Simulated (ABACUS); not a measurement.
**Hf: band-structure run (part 2 of 2)**

The same run, continued: Hf (1 atom in the cell); Kohn-Sham DFT of a periodic cell, PBE, PseudoDojo NC SR 0.5 PBE standard, no spin polarisation (ABACUS 3.10.1); cutoff 1360.57 eV, 9×9×9 k-mesh, fermi-dirac of 0.05 eV. The structure derives from an entry of the Crystallography Open Database. The settings are looser than a standard set-up, so the numbers are not reference values.

Geometry of the input (Å; fractional positions):
```
-1.8050  1.8050  1.8050
1.8050  -1.8050  1.8050
1.8050  1.8050  -1.8050
Hf 0.0000  0.0000  0.0000
```

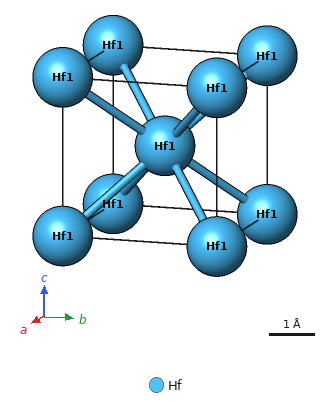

Figure 1. The structure (ball-and-stick view of the cell 2 times as large as that of the calculation, set on its symmetry axes, seen slightly off an axis; atoms are numbered from 1 in the order of the input).

## What the program printed, continued
```
----------------------------------------------------------
 E_KohnSham     -112.7591060943      -1534.1663442695
 E_Harris       -112.7560759370      -1534.1251168643
 E_Fermi        1.0365762699         14.1033436821
----------------------------------------------------------

 LCAO ALGORITHM --------------- ION=   1  ELEC=   2--------------------------------

 Density error is 0.00334318345343
----------------------------------------------------------
     Energy           Rydberg                 eV
----------------------------------------------------------
 E_KohnSham     -112.7591235888      -1534.1665822940
 E_Harris       -112.7587363265      -1534.1613133198
 E_Fermi        1.0371019534         14.1104959737
----------------------------------------------------------

 LCAO ALGORITHM --------------- ION=   1  ELEC=   3--------------------------------

 Density error is 6.46737852421e-05
----------------------------------------------------------
     Energy           Rydberg                 eV
----------------------------------------------------------
 E_KohnSham     -112.7591236539      -1534.1665831792
 E_Harris       -112.7593871726      -1534.1701685351
 E_Fermi        1.0373376642         14.1137029827
----------------------------------------------------------

 LCAO ALGORITHM --------------- ION=   1  ELEC=   4--------------------------------

 Density error is 2.17707371063e-06
----------------------------------------------------------
     Energy           Rydberg                 eV
----------------------------------------------------------
 E_KohnSham     -112.7591236540      -1534.1665831808
 E_Harris       -112.7591325485      -1534.1667041964
 E_Fermi        1.0373258276         14.1135419373
----------------------------------------------------------

 LCAO ALGORITHM --------------- ION=   1  ELEC=   5--------------------------------

 Density error is 4.31310734773e-07
----------------------------------------------------------
     Energy           Rydberg                 eV
----------------------------------------------------------
 E_KohnSham     -112.7591236541      -1534.1665831819
 E_Harris       -112.7591261214      -1534.1666167522
 E_Fermi        1.0373254969         14.1135374382
----------------------------------------------------------

 LCAO ALGORITHM --------------- ION=   1  ELEC=   6--------------------------------

 Density error is 1.06358745314e-08
----------------------------------------------------------
     Energy           Rydberg                 eV
----------------------------------------------------------
 E_KohnSham     -112.7591236540      -1534.1665831807
 E_KS(sigma->0) -112.7586504867      -1534.1601454099
 E_Harris       -112.7591236440      -1534.1665830444
 E_band         -10.4449741633       -142.1111640842
 E_one_elec     -22.6087907991       -307.6083797578
 E_Hartree      15.2356824503        207.2920942422
 E_xc           -28.5664776799       -388.6668682371
 E_Ewald        -76.8185912907       -1045.1705538865
 E_entropy(-TS) -0.0009463345        -0.0128755415
 E_descf        0.0000000000         0.0000000000
 E_exx          0.0000000000         0.0000000000
 E_Fermi        1.0373253975         14.1135360860
----------------------------------------------------------

 charge density convergence is achieved
 final etot is -1534.1665832 eV
 EFERMI = 14.113536086 eV
The vacuum level is 13.032300936 eV

 STATE ENERGY(eV) AND OCCUPATIONS    NSPIN == 1
 1/35 kpoint (Cartesian) = 0.0000 0.0000 0.0000 (662 pws)
       1       -47.2791     0.00274348
       2       -15.6823     0.00274348
       3       -15.6823     0.00274348
       4       -15.6823     0.00274348
       5        6.65513     0.00274348
       6        15.3622    3.91334e-14
       7        15.3622    3.91334e-14
       8        15.3622    3.91334e-14
       9        18.1177    4.55824e-38
      10        18.1177    4.55824e-38

 2/35 kpoint (Cartesian) = 0.030779 -0.030779 0.0000 (673 pws)
       1       -47.2724      0.0329218
       2       -15.7733      0.0329218
       3       -15.7107      0.0329218
       4       -15.6825      0.0329218
       5        7.08083      0.0329218
       6        15.0684    1.67449e-10
       7        15.2286    6.79727e-12
       8        15.8204    4.92153e-17
       9        17.7750    5.17889e-34
      10        18.1528    2.70840e-37

 3/35 kpoint (Cartesian) = 0.061557 -0.061557 0.0000 (678 pws)
       1       -47.2556      0.0329218
       2       -15.9965      0.0329218
       3       -15.7816      0.0329218
       4       -15.6832      0.0329218
       5        8.23869      0.0329218
       6        14.4082    9.05452e-05
       7        14.6571    6.25177e-07
       8        17.1622    1.08829e-28
       9        17.6000    1.71465e-32
      10        18.3000    1.42618e-38

 4/35 kpoint (Cartesian) = 0.092336 -0.092336 0.0000 (679 pws)
       1       -47.2365      0.0329218
       2       -16.2369      0.0329218
       3       -15.8598      0.0329218
       4       -15.6841      0.0329218
       5        9.69379      0.0329218
       6        13.7712      0.0328869
       7        14.7120    2.08414e-07
       8        17.9554    1.40304e-35
       9        18.5800    5.27998e-41
      10        19.1717    3.82468e-46

 5/35 kpoint (Cartesian) = 0.12311 -0.12311 0.0000 (669 pws)
       1       -47.2241      0.0329218
       2       -16.3772      0.0329218
       3       -15.9093      0.0329218
       4       -15.6846      0.0329218
       5        10.3583      0.0329218
       6        13.4053      0.0329218
       7        17.6916    2.74627e-33
       8        18.8377    3.04593e-43
       9        20.4752    1.82157e-57
      10        20.9560    1.21502e-61

 6/35 kpoint (Cartesian) = 0.061557 -0.030779 -0.030779 (670 pws)
       1       -47.2607      0.0658436
       2       -15.9267      0.0658436
       3       -15.7432      0.0658436
       4       -15.7039      0.0658436
       5        7.87865      0.0658436
       6        14.6804    7.85219e-07
       7        14.7229    3.35368e-07
       8        16.7940    3.43989e-25
       9        17.3985    1.93227e-30
      10        18.3705    6.96763e-39

[... levels at 29 further k points ...]

 correction force for each atom along direction 1 is -2.65852e-15
 correction force for each atom along direction 2 is 3.69564e-15
 correction force for each atom along direction 3 is 3.34255e-16
------------------------------------------------------------------------------------------
 TOTAL-FORCE (eV/Angstrom)
------------------------------------------------------------------------------------------
                       Hf1         0.0000000000         0.0000000000         0.0000000000
------------------------------------------------------------------------------------------

----------------------------------------------------------------
 TOTAL-STRESS (KBAR)
----------------------------------------------------------------
      -142.7959871716         0.0000000000         0.0000000000
         0.0000000000      -142.7959871716         0.0000000000
        -0.0000000000        -0.0000000000      -142.7959871716
----------------------------------------------------------------
 TOTAL-PRESSURE: -142.795987 KBAR

 --------------------------------------------
 !FINAL_ETOT_IS -1534.1665831806972164 eV
 --------------------------------------------
```

## Standard output
```
ABACUS v3.10.1

               Atomic-orbital Based Ab-initio Computation at UStc

%%%%%%%%%%%%%%%%%%%%%%%%%%%%%%%%%%%%%%%%%%%%%%%%%%%%%%%%%%%%%%%%%%%%%%%%%%%%%%%%%%%%%%%%%%%%%%%%%%%%%%%%%
 Warning: the number of valence electrons in pseudopotential > 4 for Hf: [Xe] 4f14 5d2 6s2
 Pseudopotentials with additional electrons can yield (more) accurate outcomes, but may be less efficient.
 If you're confident that your chosen pseudopotential is appropriate, you can safely ignore this warning.
%%%%%%%%%%%%%%%%%%%%%%%%%%%%%%%%%%%%%%%%%%%%%%%%%%%%%%%%%%%%%%%%%%%%%%%%%%%%%%%%%%%%%%%%%%%%%%%%%%%%%%%%%

 UNIFORM GRID DIM        : 40 * 40 * 40
 UNIFORM GRID DIM(BIG)   : 8 * 8 * 8
 ---------------------------------------------------------
 Self-consistent calculations for electrons
 ---------------------------------------------------------
 SPIN    KPOINTS         PROCESSORS  THREADS     NBASE
 1       35              4           4           10
 ---------------------------------------------------------
 Use Systematically Improvable Atomic bases
 ---------------------------------------------------------
 ELEMENT ORBITALS        NBASE       NATOM       XC
 Hf      2s1p1d-8au      10          1
 ---------------------------------------------------------
 Initial plane wave basis and FFT box
 ---------------------------------------------------------
 -------------------------------------------
 SELF-CONSISTENT :
 -------------------------------------------
 START CHARGE      : atomic
 ITER       ETOT/eV          EDIFF/eV         DRHO     TIME/s
 GE1     -1.53416634e+03   0.00000000e+00   1.0272e-02   0.13
 GE2     -1.53416658e+03  -2.38024478e-04   3.3432e-03   0.09
 GE3     -1.53416658e+03  -8.85192416e-07   6.4674e-05   0.09
 GE4     -1.53416658e+03  -1.60595345e-09   2.1771e-06   0.10
 GE5     -1.53416658e+03  -1.11001430e-09   4.3131e-07   0.10
 GE6     -1.53416658e+03   1.21770947e-09   1.0636e-08   0.09
----------------------------------------------------------------
 TOTAL-STRESS (KBAR)
----------------------------------------------------------------
      -142.7959871716         0.0000000000         0.0000000000
         0.0000000000      -142.7959871716         0.0000000000
        -0.0000000000        -0.0000000000      -142.7959871716
----------------------------------------------------------------
 TOTAL-PRESSURE: -142.795987 KBAR
```

## File mulliken.txt
```
 0
CALCULATE THE MULLIkEN ANALYSIS FOR EACH ATOM
 Total charge:	12
Decomposed Mulliken populations
0                             Zeta of Hf              Spin 1
s                                      0              2.0015
s                                      1              1.0470
SUM OVER M+Zeta                                       3.0485

pz                                     0              1.9982
px                                     0              1.9969
py                                     0              1.9970
SUM OVER M                                            5.9921
SUM OVER M+Zeta                                       5.9921

dz^2                                   0              0.6533
dxz                                    0              0.6716
dyz                                    0              0.5194
dx^2-y^2                               0              0.4917
dxy                                    0              0.6233
SUM OVER M                                            2.9594
SUM OVER M+Zeta                                       2.9594

SUM OVER M+Zeta+L                                    12.0000

Total Charge on atom:                 Hf             12.0000
```

## Summary

```json
{"quantity": "outcome", "value": "converged"}
{"quantity": "space group (tolerance 0.01 Å)", "value": "Im-3m (229)"}
{"quantity": "electrons treated", "value": "12"}
{"quantity": "free energy", "value": "−1534.1666 eV"}
{"quantity": "Fermi energy of the self-consistent step", "value": "14.114 eV"}
{"quantity": "gap on the k-point mesh", "value": "none (metallic)"}
{"quantity": "pressure", "value": "−14.28 GPa"}
{"quantity": "largest force (length of the vector)", "value": "under 0.001 eV/Å"}
{"quantity": "wall time", "value": "1.3 s (CPU time 4.9 s)"}
{"quantity": "peak memory", "value": "0.36 GiB"}
```

The settings depart from the standard set-up of this series, which can bear on the numbers. Points of doubt noted for this run: home made orbitals. Spin–orbit coupling is left out, which matters for Hf.
